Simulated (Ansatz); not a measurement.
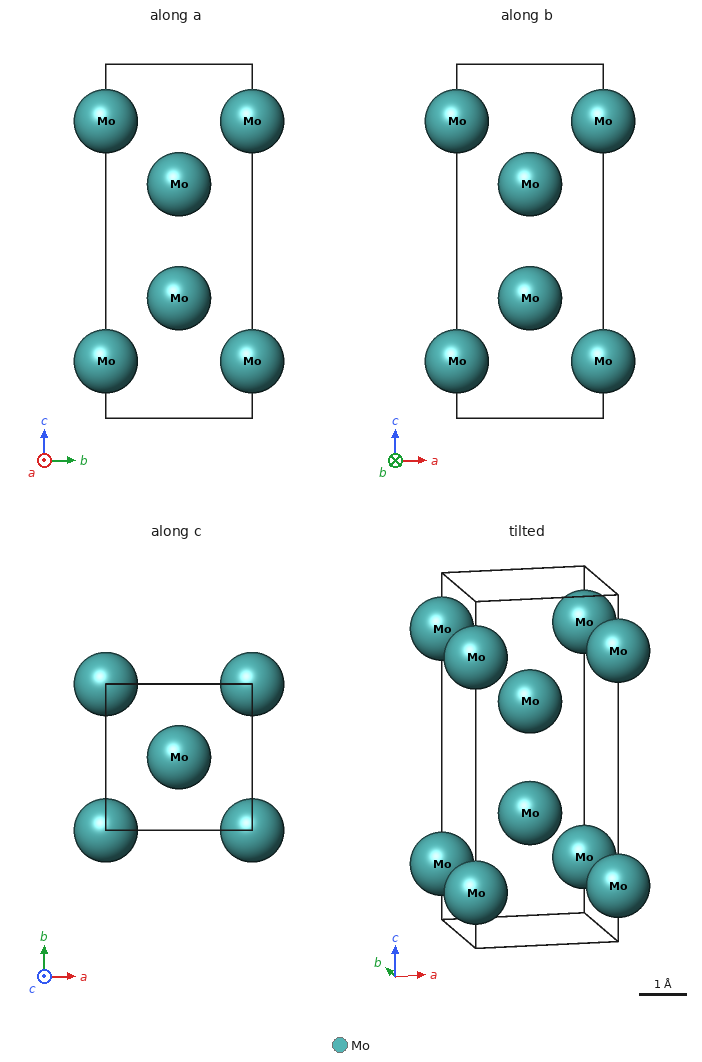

Spheres-only representation of a periodic structure, projected along the a axis, along the b axis, along the c axis and slightly off an axis. Atoms at the boundary of the conventional unit cell (the box) are drawn once for each face, edge or corner they touch.

Lattice parameters: a = 3.130 Å, b = 3.130 Å, c = 7.571 Å, α = 90.00°, β = 90.00°, γ = 90.00°.

Transcribe the picture into a table of Wyckoff sites, with free fractional coordinates to two decimals.

Answer. Space group I4/mmm (No. 139).
```csv
atom,site,x,y,z
Mo,4e,0.50,0.50,0.34
```

Starting structure: a structure type filled with this element by a generator (whether the element takes this form wasn't checked). A relaxation with DFT PBE, scalar-relativistic, plane waves, PAW (Ansatz) gave the geometry drawn.
